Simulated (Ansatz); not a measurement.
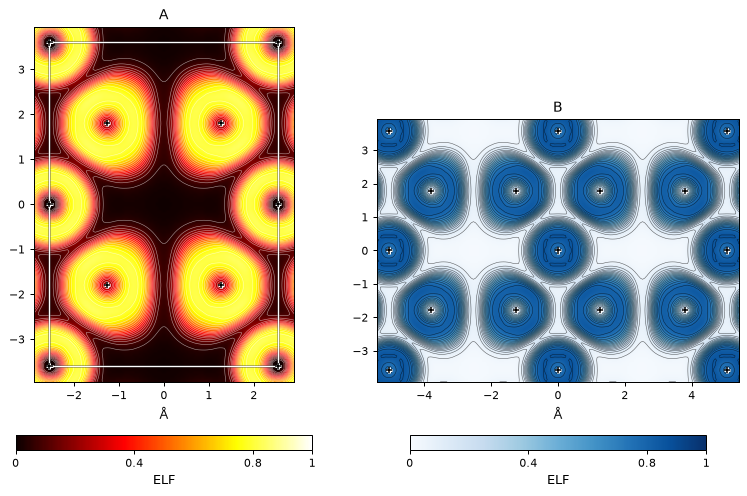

The electron localisation function of 2 systems, each on a plane through atoms (crosses mark nuclei in the plane).

Method: DFT r2SCAN, scalar-relativistic, plane waves, PAW (Ansatz 0.2.0).

System 1: ZrO₂, the (101) plane of the conventional cell. Space group Fm-3m; a structure from a database of computed crystals, not necessarily the ambient phase.

System 2: HfO₂, the (110) plane of the conventional cell. Space group Fm-3m.

**Which map belongs to which system?**

Panel A is system 1, ZrO₂: the plane holds Zr and O. Zr–O (2.20 Å): the ELF peaks at about 0.85 in the valence shell of O, 0.6 Å from its nucleus, and drops to about 0.20 between the two atoms; no shared electron pair shows on this line. Panel B is system 2, HfO₂: the plane holds Hf and O. Hf–O (2.19 Å): the ELF peaks at about 0.85 in the valence shell of O, 0.6 Å from its nucleus, and drops to about 0.15 between the two atoms (no localised pair shows between them).
